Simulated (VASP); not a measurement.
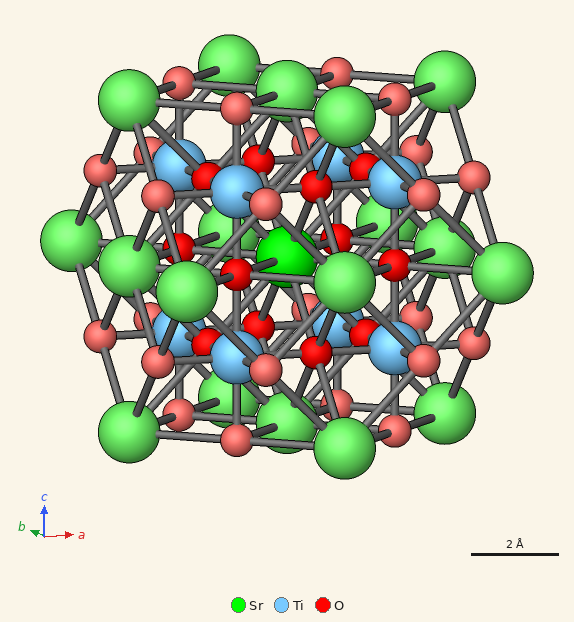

Figure 1. The input geometry (ball-and-stick view of the cell of the calculation, seen slightly off an axis; neighbours outside the cell are drawn fainter).

## Geometry relaxation of SrTiO$_{3}$ (part 1 of 2)

SrTiO$_{3}$ (5 atoms in the cell), computed with Kohn-Sham DFT of a periodic cell, PBE, VASP PAW PBE potentials, soft, no spin polarisation (VASP 6.6.1).

The structure derives from an entry of the Crystallography Open Database.

INCAR
```
SYSTEM = SrTiO3
ALGO = Normal ; EDIFF = 1E-6
EDIFFG = -0.01 ; ENCUT = 300
GGA = PE ; IBRION = 2
ISIF = 3 ; ISMEAR = 0
LASPH = .TRUE. ; LCHARG = .FALSE.
LREAL = .FALSE. ; LWAVE = .FALSE.
NELM = 80 ; NSW = 90
PREC = Accurate ; SIGMA = 0.03
```

KPOINTS
```
k-points
0
G
  4 4 4
  0 0 0
```

POSCAR
```
SrTiO3
1.0
    3.9052800000      0.0000000000      0.0000000000
    0.0000000000      3.9052800000      0.0000000000
    0.0000000000      0.0000000000      3.9052800000
Sr Ti O
1 1 3
Direct
    0.5000000000      0.5000000000      0.5000000000
    0.0000000000      0.0000000000      0.0000000000
    0.5000000000      0.0000000000      0.0000000000
    0.0000000000      0.5000000000      0.0000000000
    0.0000000000      0.0000000000      0.5000000000
```

Run as:
```bash
cat potpaw_PBE.64/Sr_sv/POTCAR potpaw_PBE.64/Ti_sv/POTCAR potpaw_PBE.64/O_s/POTCAR > POTCAR
mpirun -np 1 vasp_std > vasp.out
```

OSZICAR
```
N       E                     dE             d eps       ncg     rms          rms(c)
DAV:   1     0.324523986741E+03    0.32452E+03   -0.15916E+04   496   0.127E+03
DAV:   2    -0.316476078616E+02   -0.35617E+03   -0.35009E+03   584   0.426E+02
DAV:   3    -0.498244057856E+02   -0.18177E+02   -0.18162E+02   760   0.105E+02
DAV:   4    -0.504217446952E+02   -0.59734E+00   -0.59729E+00   688   0.133E+01
DAV:   5    -0.504285678389E+02   -0.68231E-02   -0.68225E-02   704   0.140E+00    0.287E+01
DAV:   6    -0.401005804361E+02    0.10328E+02   -0.66658E+01   664   0.800E+01    0.347E+01
DAV:   7    -0.400856045772E+02    0.14976E-01   -0.69574E+00   560   0.212E+01    0.228E+01
DAV:   8    -0.404071787539E+02   -0.32157E+00   -0.27379E+00   592   0.189E+01    0.708E+00
DAV:   9    -0.400472285502E+02    0.35995E+00   -0.15690E+00   528   0.134E+01    0.179E+00
DAV:  10    -0.400507508526E+02   -0.35223E-02   -0.21240E-01   632   0.333E+00    0.132E+00
DAV:  11    -0.400403399970E+02    0.10411E-01   -0.50433E-02   576   0.249E+00    0.356E-01
DAV:  12    -0.400402856613E+02    0.54336E-04   -0.36569E-03   592   0.541E-01    0.940E-02
DAV:  13    -0.400404020774E+02   -0.11642E-03   -0.49166E-04   632   0.279E-01    0.818E-02
DAV:  14    -0.400403510606E+02    0.51017E-04   -0.37286E-04   568   0.265E-01    0.360E-02
DAV:  15    -0.400403493174E+02    0.17432E-05   -0.18309E-05   616   0.403E-02    0.218E-02
DAV:  16    -0.400403495268E+02   -0.20940E-06   -0.35455E-06   448   0.137E-02
   1 F= -.40040350E+02 E0= -.40040350E+02  d E =-.400403E+02
       N       E                     dE             d eps       ncg     rms          rms(c)
DAV:   1    -0.404782011191E+02   -0.43785E+00   -0.13308E+01   496   0.400E+01    0.777E+00
DAV:   2    -0.400989227738E+02    0.37928E+00   -0.15060E+00   616   0.120E+01    0.219E+00
DAV:   3    -0.400314007236E+02    0.67522E-01   -0.31203E-01   536   0.392E+00    0.210E+00
DAV:   4    -0.400298300762E+02    0.15706E-02   -0.73441E-02   688   0.182E+00    0.105E+00
DAV:   5    -0.400328203737E+02   -0.29903E-02   -0.15770E-02   776   0.934E-01    0.620E-01
DAV:   6    -0.400348563020E+02   -0.20359E-02   -0.58621E-03   744   0.408E-01    0.314E-01
DAV:   7    -0.400355069609E+02   -0.65066E-03   -0.10402E-03   648   0.215E-01    0.518E-02
DAV:   8    -0.400355509013E+02   -0.43940E-04   -0.17202E-04   728   0.568E-02    0.259E-02
DAV:   9    -0.400355500534E+02    0.84788E-06   -0.89823E-06   560   0.294E-02
   2 F= -.40035550E+02 E0= -.40035550E+02  d E =0.479947E-02
       N       E                     dE             d eps       ncg     rms          rms(c)
DAV:   1    -0.401847943827E+02   -0.14924E+00   -0.39017E+00   496   0.212E+01    0.437E+00
DAV:   2    -0.400715279181E+02    0.11327E+00   -0.41744E-01   616   0.635E+00    0.113E+00
DAV:   3    -0.400518035436E+02    0.19724E-01   -0.74787E-02   608   0.206E+00    0.910E-01
DAV:   4    -0.400530104631E+02   -0.12069E-02   -0.24786E-02   720   0.850E-01    0.372E-01
DAV:   5    -0.400530833624E+02   -0.72899E-04   -0.29589E-03   584   0.401E-01    0.246E-01
DAV:   6    -0.400538262949E+02   -0.74293E-03   -0.21543E-03   752   0.304E-01    0.158E-01
DAV:   7    -0.400539489436E+02   -0.12265E-03   -0.20766E-04   536   0.148E-01    0.456E-02
DAV:   8    -0.400539617094E+02   -0.12766E-04   -0.68775E-05   768   0.502E-02    0.975E-03
DAV:   9    -0.400539627450E+02   -0.10356E-05   -0.53527E-06   448   0.147E-02    0.616E-03
DAV:  10    -0.400539627556E+02   -0.10603E-07   -0.38556E-07   256   0.615E-03
   3 F= -.40053963E+02 E0= -.40053963E+02  d E =-.136132E-01
```

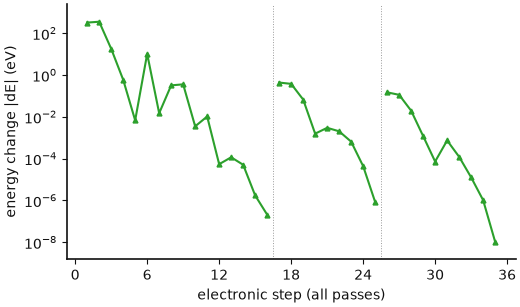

Figure 2. Convergence of the self-consistent field: energy change |dE| against the electronic step. Each stretch between dotted lines is the SCF of one geometry step of a relaxation. The 3 ionic steps take 9 to 16 electronic steps each. The density is held fixed in the first few steps, and dE rises again when its update begins.

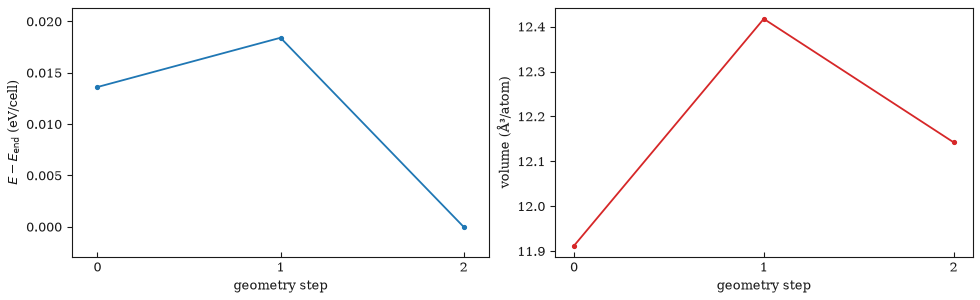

Figure 3. Progress of the relaxation, step by step (steps are counted from 0).

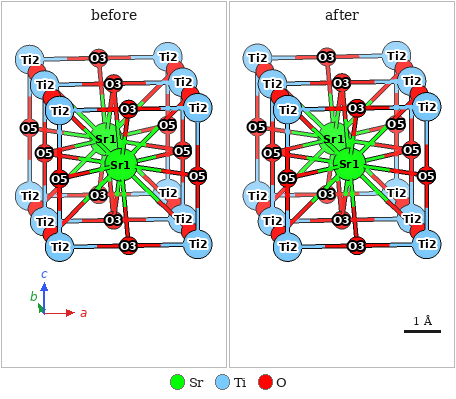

Figure 4. Before (left) and after (right) the relaxation, at one scale (ball-and-stick view of the cell of the calculation, repeated 1 × 2 × 1, seen at an oblique angle). The atoms keep their places relative to the cell (all moves are under 0.005 Å). Cell: a = b = c 3.905 → 3.930 Å (+0.6 %). Volume +1.9 %. Among the contacts that change: Sr1–O3 2.761 → 2.779 Å, Ti2–O3 1.953 → 1.965 Å. The space group stays Pm-3m (No. 221). The energy falls by 13.6 meV per cell of the calculation in 2 geometry steps. All forces vanish by symmetry, so only the cell relaxes. (Atoms are counted from 1 in the order of the input.)

Parts of OUTCAR
```
SYSTEM = SrTiO3
   EDIFF = 1E-6
   EDIFFG = -0.01
   ENCUT = 300
   GGA = PE
   IBRION = 2
   ISIF = 3
   ISMEAR = 0
   LASPH = .TRUE.
   LREAL = .FALSE.
   NELM = 80
   NSW = 90
   PREC = Accurate

 ion  position               nearest neighbor table
   1  0.500  0.500  0.500-   3 2.76   4 2.76   5 2.76   3 2.76   4 2.76   3 2.76   5 2.76   3 2.76
                             4 2.76   5 2.76   4 2.76   5 2.76   2 3.38   2 3.38   2 3.38   2 3.38
   2  0.000  0.000  0.000-   3 1.95   4 1.95   5 1.95   5 1.95   4 1.95   3 1.95   1 3.38   1 3.38
                             1 3.38   1 3.38   1 3.38   1 3.38   1 3.38   1 3.38
   3  0.500  0.000  0.000-   2 1.95   2 1.95   1 2.76   1 2.76   1 2.76   1 2.76
   4  0.000  0.500  0.000-   2 1.95   2 1.95   1 2.76   1 2.76   1 2.76   1 2.76
   5  0.000  0.000  0.500-   2 1.95   2 1.95   1 2.76   1 2.76   1 2.76   1 2.76

  LATTYP: Found a simple cubic cell.
 ALAT       =     3.9052800000

  Lattice vectors:

 A1 = (   3.9052800000,   0.0000000000,   0.0000000000)
 A2 = (   0.0000000000,   3.9052800000,   0.0000000000)
 A3 = (   0.0000000000,   0.0000000000,   3.9052800000)

Analysis of symmetry for initial positions (statically):
=====================================================================
 Subroutine PRICEL returns:
 Original cell was already a primitive cell.

 Routine SETGRP: Setting up the symmetry group for a
 simple cubic supercell.

 Subroutine GETGRP returns: Found 48 space group operations
 (whereof 48 operations were pure point group operations)
 out of a pool of 48 trial point group operations.

The static configuration has the point symmetry O_h .

Analysis of symmetry for dynamics (positions and initial velocities):
=====================================================================
 Subroutine PRICEL returns:
 Original cell was already a primitive cell.

 Routine SETGRP: Setting up the symmetry group for a
 simple cubic supercell.

 Subroutine GETGRP returns: Found 48 space group operations
 (whereof 48 operations were pure point group operations)
 out of a pool of 48 trial point group operations.

The dynamic configuration has the point symmetry O_h .

 Subroutine INISYM returns: Found 48 space group operations
 (whereof 48 operations are pure point group operations),
 and found     1 'primitive' translations

----------------------------------------------------------------------------------------

                                     Primitive cell

  volume of cell :      59.5603

  direct lattice vectors                    reciprocal lattice vectors
     3.905280000  0.000000000  0.000000000     0.256063586  0.000000000  0.000000000
     0.000000000  3.905280000  0.000000000     0.000000000  0.256063586  0.000000000
     0.000000000  0.000000000  3.905280000     0.000000000  0.000000000  0.256063586

  length of vectors
     3.905280000  3.905280000  3.905280000     0.256063586  0.256063586  0.256063586

  position of ions in fractional coordinates (direct lattice)
     0.500000000  0.500000000  0.500000000
     0.000000000  0.000000000  0.000000000
     0.500000000  0.000000000  0.000000000
     0.000000000  0.500000000  0.000000000
     0.000000000  0.000000000  0.500000000

  ion indices of the primitive-cell ions
   primitive index   ion index
                 1           1
                 2           2
                 3           3
                 4           4
                 5           5

----------------------------------------------------------------------------------------

 KPOINTS: k-points

Automatic generation of k-mesh.
 Grid dimensions read from file:
 generate k-points for:    4    4    4

 Generating k-lattice:

  Cartesian coordinates                     Fractional coordinates (reciprocal lattice)
     0.064015896  0.000000000  0.000000000     0.250000000  0.000000000  0.000000000
     0.000000000  0.064015896  0.000000000     0.000000000  0.250000000  0.000000000
     0.000000000  0.000000000  0.064015896     0.000000000  0.000000000  0.250000000

  Length of vectors
     0.064015896  0.064015896  0.064015896

  Shift w.r.t. Gamma in fractional coordinates (k-lattice)
     0.000000000  0.000000000  0.000000000

 Subroutine IBZKPT returns following result:
 ===========================================

 Found     10 irreducible k-points:

 Following reciprocal coordinates:
            Coordinates               Weight
  0.000000  0.000000  0.000000      1.000000
  0.250000  0.000000  0.000000      6.000000
  0.500000  0.000000  0.000000      3.000000
  0.250000  0.250000  0.000000     12.000000
  0.500000  0.250000  0.000000     12.000000
  0.500000  0.500000  0.000000      3.000000
  0.250000  0.250000  0.250000      8.000000
  0.500000  0.250000  0.250000     12.000000
  0.500000  0.500000  0.250000      6.000000
  0.500000  0.500000  0.500000      1.000000
   k-points           NKPTS =     10   k-points in BZ     NKDIM =     10   number of bands    NBANDS=     24
   number of dos      NEDOS =    301   number of ions     NIONS =      5
   total plane-waves  NPLWV =  13824
   dimension x,y,z NGX =    24 NGY =   24 NGZ =   24
   dimension x,y,z NGXF=    48 NGYF=   48 NGZF=   48
   ions per type =               1   1   3
   NGX,Y,Z   is equivalent  to a cutoff of  10.22, 10.22, 10.22 a.u.
   NGXF,Y,Z  is equivalent  to a cutoff of  20.43, 20.43, 20.43 a.u.
 SYSTEM =  SrTiO3
   PREC   = accura    normal or accurate (medium, high low for compatibility)
   ISTART =      0    job   : 0-new  1-cont  2-samecut
   ICHARG =      2    charge: 1-file 2-atom 10-const
   ISPIN  =      1    spin polarized calculation?
   LNONCOLLINEAR =      F non collinear calculations
   LSORBIT =      F    spin-orbit coupling
   LASPH  =      T    aspherical Exc in radial PAW
   ENCUT  =  300.0 eV  22.05 Ry    4.70 a.u.   5.52  5.52  5.52*2*pi/ulx,y,z
   NELM   =     80;   NELMIN=  2; NELMDL= -5     # of ELM steps
   EDIFF  = 0.1E-05   stopping-criterion for ELM
   LREAL  =      F    real-space projection
   EDIFFG = -.1E-01   stopping-criterion for IOM
   NSW    =     90    number of steps for IOM
   IBRION =      2    ionic relax: 0-MD 1-quasi-New 2-CG
   NFREE  =      1    steps in history (QN), initial steepest desc. (CG)
   ISIF   =      3    stress and relaxation
   ISYM   =      2    0-nonsym 1-usesym 2-fastsym
   POTIM  = 0.5000    time-step for ionic-motion
   TEBEG  =    0.0;   TEEND  =   0.0 temperature during run
   PSTRESS=    0.0 pullay stress
   NELECT =      40.0000    total number of electrons
   NUPDOWN=      -1.0000    fix difference up-down
   EMIN   =  10.00;   EMAX   =-10.00  energy-range for DOS
   EFERMI =   0.00;   METHOD = LEGACY
   ISMEAR =     0;   SIGMA  =   0.03  broadening in eV -4-tet -1-fermi 0-gaus
   EFERMI_NEDOS =   21; number of points for ismear=-14 and -15
   IALGO  =     38    algorithm
   IMIX   =      4    mixing-type and parameters
     AMIX     =   0.40;   BMIX     =  1.00
     AMIX_MAG =   1.60;   BMIX_MAG =  1.00
  volume/ion in A,a.u.               =      11.91        80.39
  Fermi-wavevector in a.u.,A,eV,Ry     =   1.433648  2.709203 27.964703  2.055348
  Thomas-Fermi vector in A             =   2.553143
   LORBIT       =      0    0 simple, 1 ext, 2 COOP (PROOUT), +10 PAW based schemes
   GGA     = PE    functional components
   LHFCALC =     F    Hartree Fock is set to
   AEXX    =    0.0000 exact exchange contribution
   IVDW    =     0    specifies the selected vdW correction
   LEPSILON=     F    determine dielectric tensor
   LRPA    =     F    only Hartree local field effects (RPA)
 conjugate gradient relaxation of ions
 non-spin polarized calculation
 Gauss-broadening in eV      SIGMA  =   0.03
  energy-cutoff  :      300.00
  volume of cell :       59.56
 maximum number of plane-waves:       739
 NGX is ok and might be reduce to    24
   NGX = 11   NGY = 11   NGZ = 11

--------------------------------------- Ionic step        1  -------------------------------------------

 number of electron      39.9999933 magnetization

 Free energy of the ion-electron system (eV)
  ---------------------------------------------------
  ext. energy  EPLUGINS =         0.00000000
  ---------------------------------------------------
  free energy    TOTEN  =       -40.04034953 eV

  energy without entropy =      -40.04034953  energy(sigma->0) =      -40.04034953

------------------------ aborting loop because EDIFF is reached ----------------------------------------
```
